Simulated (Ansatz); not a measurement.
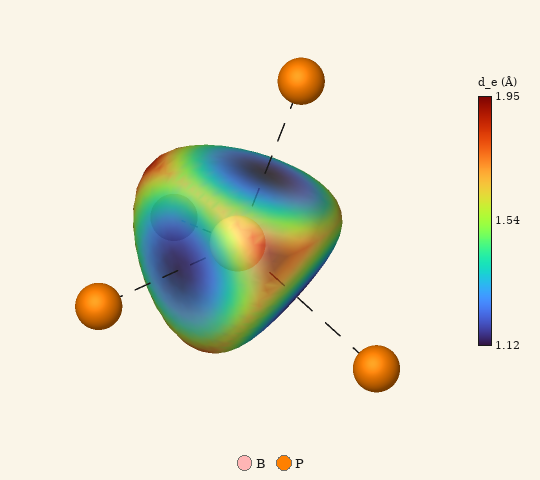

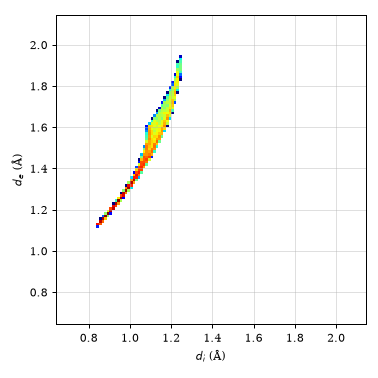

Hirshfeld surface computed for one B atom in BP (F-43m, No. 216), coloured by d_e. Dashed lines lead to the closest neighbours outside. The second picture is its fingerprint plot, coloured by area on a logarithmic scale (blue little, red much).

The surface is where the fragment's share of the procrystal density (the sum of the densities of spherically averaged neutral Hartree-Fock atoms) equals one half. d_i and d_e are the distances from the surface to the nearest nucleus inside and outside.

The cell is taken from the input geometry of an electronic-structure calculation (not necessarily at equilibrium).

```
B P
1.0
     4.54819    0.00000    0.00000
     0.00000    4.54819    0.00000
     0.00000    0.00000    4.54819
B P
4 4
Cartesian
  0.0000 0.0000 0.0000
  0.0000 2.2741 2.2741
  2.2741 0.0000 2.2741
  2.2741 2.2741 0.0000
  1.1370 1.1370 3.4111
  1.1370 3.4111 1.1370
  3.4111 1.1370 1.1370
  3.4111 3.4111 3.4111
```

### What is the shortest distance from the fragment to an atom outside it?

B–P, 1.97 Å.

### How is the surface shared among contacts (nearest atom inside ··· nearest atom outside)?

B···P 100 %. The surface faces 4 neighbours with more than 2 % of its area each: 4 P.

### Give the size and shape of the surface.

It encloses about 4.8 Å³, has an area of about 14 Å² and a globularity of 0.96 (1 for a sphere).

### Where does the fingerprint reach closest to the origin?

The smallest d_i + d_e is about 2.0 Å, which belongs to the shortest contact, B···P at 1.97 Å; d_e runs from 1.12 to 1.95 Å.
